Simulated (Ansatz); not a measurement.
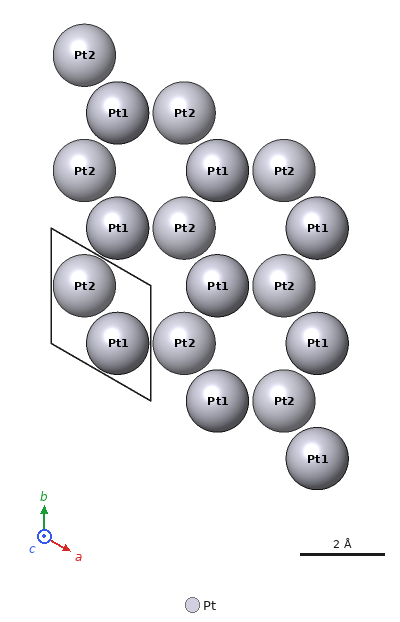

Figure 1. The structure as given in the input (spheres-only view of the cell of the calculation, repeated 3 × 3 × 1, along the c axis; atoms are numbered from 1 in the order of the input).

**Two runs on Pt**

System: Pt (P6₃/mmc, 2 atoms in the cell).
Method of the first run: DFT, PBE, PAW with Ansatz's default frozen-core files, scalar-relativistic, spin-polarised (Ansatz 0.2.0).

The structure derives from a Materials Project entry. Text and figures count atoms from 1; the logs count them from 0 in places.

## Input file, the first run
```yaml
crystal:
  lattice:
    - [2.7606656158, 0.0, 0.0]
    - [-1.3803328079, 2.3908065546, 0.0]
    - [0.0, 0.0, 4.792134]
  atoms:
    - { symbol: Pt, position: [0.6666666667, 0.3333333333, 0.75], spin: 0.05 }
    - { symbol: Pt, position: [0.3333333333, 0.6666666667, 0.25], spin: 0.05 }
magnetization:
  spin_polarized: true
  magnetic_field: 1000
kpoints:
  mp_grid: { grid: [12, 12, 6] }
scf:
  occupations: { method: fermi_dirac, width: 0.03 }
  convergence: { dr2_threshold: 1.0e-10 }
  lower_state_search: "off"
hamiltonian:
  xc: pbe
  pseudopotentials: { kind: paw }
output:
  forces: true
  stress: true
  eigenvalues: true
  write_density: true
  write_potential: true
  elf: true
  volumetric_format: npy
```

Launched with:
```bash
ansatz run input.yaml --threads 1 --pin off --max-ram 3072MiB --backend cpu --events-out ev --progress --plain --runs-dir out
```

Hardware: 1 thread of Arm Neoverse V1, 24 GiB of memory available, shared host.

## Output, shortened to warnings, some set-up lines, iterations and results (the first run)
```
Basis set: ecut = 420 eV, 623 PW (Γ), exchange–correlation on 40×40×72 points (8 copies of the dense FFT grid, shifted against one another)
Symmetry: 24 space group operations
k-points: 76 of 864
Initial density: superposition of atomic densities (chi_scale 0.1, normalization cell)
[...]
SCF iter   1: F=—  HF=-25046.616253 eV  |F-HF|=—  |Δ(HF+E_count)|=         —  Δρ=4.71e-2 (↑3.97e-2 ↓4.71e-2)  dr2=2.27e0  dr2_m=6.74e-3  M=0.269 μB ∫|m|=0.269 μB  β_m=1.00  …
SCF iter   2: F=—  HF=-25046.224867 eV  |F-HF|=—  |Δ(HF+E_count)|=   3.91e-1  Δρ=3.20e-2 (↑2.62e-2 ↓3.20e-2)  dr2=1.01e0  dr2_m=3.82e-3  M=0.387 μB ∫|m|=0.388 μB  β_m=1.00  …
SCF iter   3: F=—  HF=-25045.922512 eV  |F-HF|=—  |Δ(HF+E_count)|=   3.02e-1  Δρ=8.43e-3 (↑8.43e-3 ↓7.54e-3)  dr2=2.29e-2  dr2_m=4.81e-3  M=0.521 μB ∫|m|=0.522 μB  β_m=1.00  …
SCF iter   4: F=—  HF=-25045.932935 eV  |F-HF|=—  |Δ(HF+E_count)|=   1.04e-2  Δρ=5.17e-3 (↑5.17e-3 ↓5.15e-3)  dr2=1.00e-2  dr2_m=2.01e-3  M=0.605 μB ∫|m|=0.607 μB  β_m=1.00  …
SCF iter   5: F=—  HF=-25045.939196 eV  |F-HF|=—  |Δ(HF+E_count)|=   6.26e-3  Δρ=2.04e-3 (↑2.04e-3 ↓1.96e-3)  dr2=2.30e-4  dr2_m=9.87e-4  M=0.662 μB ∫|m|=0.667 μB  β_m=1.00  …
SCF iter   6: F=—  HF=-25045.941059 eV  |F-HF|=—  |Δ(HF+E_count)|=   1.86e-3  Δρ=1.48e-3 (↑1.48e-3 ↓1.37e-3)  dr2=1.44e-4  dr2_m=4.69e-4  M=0.700 μB ∫|m|=0.707 μB  β_m=0.30  …
SCF iter   7: F=—  HF=-25045.942475 eV  |F-HF|=—  |Δ(HF+E_count)|=   1.42e-3  Δρ=1.52e-3 (↑1.52e-3 ↓1.43e-3)  dr2=1.04e-4  dr2_m=5.48e-4  M=0.714 μB ∫|m|=0.722 μB  β_m=0.55  …
SCF iter   8: F=—  HF=-25045.944555 eV  |F-HF|=—  |Δ(HF+E_count)|=   2.08e-3  Δρ=1.08e-3 (↑1.08e-3 ↓1.03e-3)  dr2=1.67e-5  dr2_m=3.13e-4  M=0.766 μB ∫|m|=0.778 μB  β_m=0.82  …
SCF iter   9: F=—  HF=-25045.944808 eV  |F-HF|=—  |Δ(HF+E_count)|=   2.53e-4  Δρ=7.28e-5 (↑7.08e-5 ↓7.28e-5)  dr2=4.34e-7  dr2_m=1.27e-6  M=0.800 μB ∫|m|=0.817 μB  β_m=0.91  …
SCF iter  10: F=—  HF=-25045.944810 eV  |F-HF|=—  |Δ(HF+E_count)|=   2.49e-6  Δρ=1.77e-5 (↑1.56e-5 ↓1.77e-5)  dr2=8.65e-8  dr2_m=5.20e-8  M=0.802 μB ∫|m|=0.819 μB  β_m=0.96  …
SCF iter  11: F=—  HF=-25045.944811 eV  |F-HF|=—  |Δ(HF+E_count)|=   7.88e-8  Δρ=2.99e-6 (↑2.99e-6 ↓2.98e-6)  dr2=8.31e-9  dr2_m=4.84e-10  M=0.803 μB ∫|m|=0.820 μB  β_m=0.98  …
SCF iter  12: F=—  HF=-25045.944811 eV  |F-HF|=—  |Δ(HF+E_count)|=   1.86e-9  Δρ=1.08e-6 (↑6.08e-7 ↓1.08e-6)  dr2=3.41e-10  dr2_m=9.61e-11  M=0.803 μB ∫|m|=0.820 μB  β_m=0.99 …
SCF iter  13: F=-25045.944811 eV  HF=-25045.944811 eV  |F-HF|=0.00e0  |Δ(HF+E_count)|=  9.09e-11  Δρ=1.87e-7 (↑1.66e-7 ↓1.87e-7)  dr2=1.46e-11  dr2_m=2.27e-12  M=0.803 μB …
SCF 1 converged in 13 iterations: F = -25045.944811 eV  dr2 = 1.46e-11
SCF converged after 13 iterations
Magnetization: 0.8026 μB (18.4013 up, 17.5987 down)
Absolute magnetization: 0.8198 μB (∫|ρ↑−ρ↓|, with the PAW one-centre terms)
Spin contamination: 0.0011 ħ² per cell (⟨S²⟩ above its minimum at these occupations)
Per-site moments (μB) at R_I (Å): [(0.39835388850406106, 1.1387745665086855), (0.39835388850406095, 1.1387745665086855)]
Free energy (F): -25045.944811 eV
Harris-Foulkes:  -25045.944811 eV  (|F-HF|=0.00e0)
Internal energy: -25045.935270 eV  (E = F + TS)
E sigma→0 (E₀):  -25045.940040 eV
Entropy (-TS):   -0.009541 eV (-4.770 meV/atom)
Fermi energy:    21.967192 eV
--- Per-component energies (eV) ---
  E_band       = -300.341859
  E_kinetic    = 1273.836032
  E_local      = -3054.238818  (includes V_loc(G=0)·N_el)
  E_nonlocal   = 399.856722
  E_hartree    = 1130.963110
  E_xc         = -523.013290
  E_vxc        = -604.939802  (∫ρ·V_xc dr)
  E_paw        = -18907.902192  (= ΣΔE_a)
  E_vpaw       = -576.736297  (= ΣTr[D̂ρ^β])
  E_aug_tail   = 0.000401  (compensation charges beyond the density's cutoff)
  E_zeeman     = -0.046457  (= −μ_B·B·M)
  E_ewald      = -5365.390779
  E_smearing   = -0.009541  (= −TS)
  E_closure    = 0.000000  (closes the sum)
  Σ components = -25045.944811   (vs F -25045.944811, Δ=0.00e0)
--- Forces (eV/Å), atoms counted from 1 ---
  atom   1  Pt     0.00000000     0.00000000    -0.00000000
  atom   2  Pt     0.00000000    -0.00000000     0.00000000
  max |Σ_I F_I| component: 0.00e0 eV/Å
--- Stress (GPa, compression-positive) ---
        0.750620       0.000000      -0.000000
       -0.000000       0.750620      -0.000000
       -0.000000      -0.000000      -2.055584
  P = ⅓ Tr σ = -0.1848 GPa (-1.848 kbar)
```

The input of the second run differs as follows (lines with − go, lines with + come):
```diff
-  magnetic_field: 1000
+  magnetic_field: 200
```

What does this change do to the results?

The total energies belong to different models, so their difference says nothing on which is more stable or more accurate. The net moment of the cell goes from 0.80 to 0.37 μB. The pressure goes from −0.18 to −0.71 GPa. The SCF takes 17 iterations against 13.

## Output, shortened to warnings, some set-up lines, iterations and results (the second run)
```
Basis set: ecut = 420 eV, 623 PW (Γ), exchange–correlation on 40×40×72 points (8 copies of the dense FFT grid, shifted against one another)
Symmetry: 24 space group operations
k-points: 76 of 864
Initial density: superposition of atomic densities (chi_scale 0.1, normalization cell)
[...]
SCF iter   1: F=—  HF=-25046.607675 eV  |F-HF|=—  |Δ(HF+E_count)|=         —  Δρ=4.35e-2 (↑4.33e-2 ↓4.35e-2)  dr2=2.27e0  dr2_m=2.86e-4  M=0.099 μB ∫|m|=0.099 μB  β_m=1.00  …
SCF iter   2: F=—  HF=-25046.211125 eV  |F-HF|=—  |Δ(HF+E_count)|=   3.97e-1  Δρ=2.97e-2 (↑2.88e-2 ↓2.97e-2)  dr2=1.01e0  dr2_m=9.59e-5  M=0.116 μB ∫|m|=0.117 μB  β_m=1.00  …
SCF iter   3: F=—  HF=-25045.902907 eV  |F-HF|=—  |Δ(HF+E_count)|=   3.08e-1  Δρ=7.20e-3 (↑7.20e-3 ↓6.86e-3)  dr2=2.34e-2  dr2_m=3.07e-4  M=0.151 μB ∫|m|=0.152 μB  β_m=1.00  …
SCF iter   4: F=—  HF=-25045.910400 eV  |F-HF|=—  |Δ(HF+E_count)|=   7.49e-3  Δρ=4.52e-3 (↑4.46e-3 ↓4.52e-3)  dr2=1.01e-2  dr2_m=1.72e-4  M=0.177 μB ∫|m|=0.178 μB  β_m=1.00  …
SCF iter   5: F=—  HF=-25045.914480 eV  |F-HF|=—  |Δ(HF+E_count)|=   4.08e-3  Δρ=9.96e-4 (↑9.96e-4 ↓8.57e-4)  dr2=1.66e-4  dr2_m=1.30e-4  M=0.199 μB ∫|m|=0.200 μB  β_m=1.00  …
[... 8 lines ...]
SCF iter  14: F=—  HF=-25045.915696 eV  |F-HF|=—  |Δ(HF+E_count)|=   3.28e-7  Δρ=8.45e-6 (↑8.33e-6 ↓8.45e-6)  dr2=2.30e-8  dr2_m=1.27e-8  M=0.370 μB ∫|m|=0.376 μB  β_m=0.95  …
SCF iter  15: F=—  HF=-25045.915696 eV  |F-HF|=—  |Δ(HF+E_count)|=   2.50e-8  Δρ=2.54e-6 (↑2.54e-6 ↓1.91e-6)  dr2=3.07e-9  dr2_m=6.66e-10  M=0.372 μB ∫|m|=0.377 μB  β_m=0.98  …
SCF iter  16: F=—  HF=-25045.915696 eV  |F-HF|=—  |Δ(HF+E_count)|=   1.00e-9  Δρ=4.40e-7 (↑4.40e-7 ↓4.27e-7)  dr2=1.41e-10  dr2_m=2.02e-11  M=0.371 μB ∫|m|=0.377 μB  β_m=0.99 …
SCF iter  17: F=-25045.915696 eV  HF=-25045.915696 eV  |F-HF|=0.00e0  |Δ(HF+E_count)|=  6.55e-11  Δρ=1.07e-7 (↑1.07e-7 ↓6.08e-8)  dr2=4.03e-12  dr2_m=1.02e-12  M=0.371 μB …
SCF 1 converged in 17 iterations: F = -25045.915696 eV  dr2 = 4.03e-12
SCF converged after 17 iterations
Magnetization: 0.3713 μB (18.1857 up, 17.8143 down)
Absolute magnetization: 0.3773 μB (∫|ρ↑−ρ↓|, with the PAW one-centre terms)
Spin contamination: 0.0003 ħ² per cell (⟨S²⟩ above its minimum at these occupations)
Per-site moments (μB) at R_I (Å): [(0.18311992213796438, 1.1387745665086855), (0.18311992213796432, 1.1387745665086855)]
Free energy (F): -25045.915696 eV
Harris-Foulkes:  -25045.915696 eV  (|F-HF|=0.00e0)
Internal energy: -25045.902919 eV  (E = F + TS)
E sigma→0 (E₀):  -25045.909307 eV
Entropy (-TS):   -0.012777 eV (-6.388 meV/atom)
Fermi energy:    21.924896 eV
--- Per-component energies (eV) ---
  E_band       = -300.384804
  E_kinetic    = 1273.761071
  E_local      = -3054.072046  (includes V_loc(G=0)·N_el)
  E_nonlocal   = 399.779566
  E_hartree    = 1130.856541
  E_xc         = -522.985379
  E_vxc        = -604.903103  (∫ρ·V_xc dr)
  E_paw        = -18907.847994  (= ΣΔE_a)
  E_vpaw       = -576.659422  (= ΣTr[D̂ρ^β])
  E_aug_tail   = 0.000401  (compensation charges beyond the density's cutoff)
  E_zeeman     = -0.004299  (= −μ_B·B·M)
  E_ewald      = -5365.390779
  E_smearing   = -0.012777  (= −TS)
  E_closure    = -0.000000  (closes the sum)
  Σ components = -25045.915696   (vs F -25045.915696, Δ=0.00e0)
--- Forces (eV/Å), atoms counted from 1 ---
  atom   1  Pt    -0.00000000     0.00000000    -0.00000000
  atom   2  Pt    -0.00000000    -0.00000000     0.00000000
  max |Σ_I F_I| component: 1.85e-17 eV/Å
--- Stress (GPa, compression-positive) ---
       -0.559508       0.000000      -0.000000
        0.000000      -0.559508      -0.000000
       -0.000000      -0.000000      -1.010486
  P = ⅓ Tr σ = -0.7098 GPa (-7.098 kbar)
```

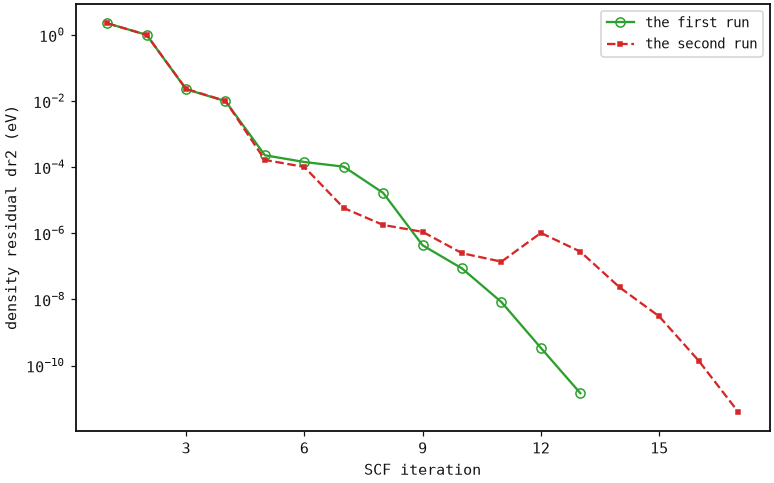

Figure 2. Convergence of the two runs: density residual dr2 against the SCF iteration. The first run takes 13 iterations in all, and the second run takes 17.

## The two runs side by side

```csv
quantity,the first run,the second run
outcome,converged,converged
free energy per atom (eV),−12522.9724,−12522.9578
"energy per atom, smearing taken to zero (eV)",−12522.9700,−12522.9547
net moment of the cell (μB),0.80,0.37
absolute moment of the cell (μB),0.82,0.38
pressure (GPa),−0.18,−0.71
largest force (eV/Å),0.000,0.000
SCF iterations,13,17
irreducible k-points,76,76
plane waves at Γ,623,623
wall time (shared host),9.4 s,12 s
```

For both runs: Spin–orbit coupling is left out, which matters for Pt.
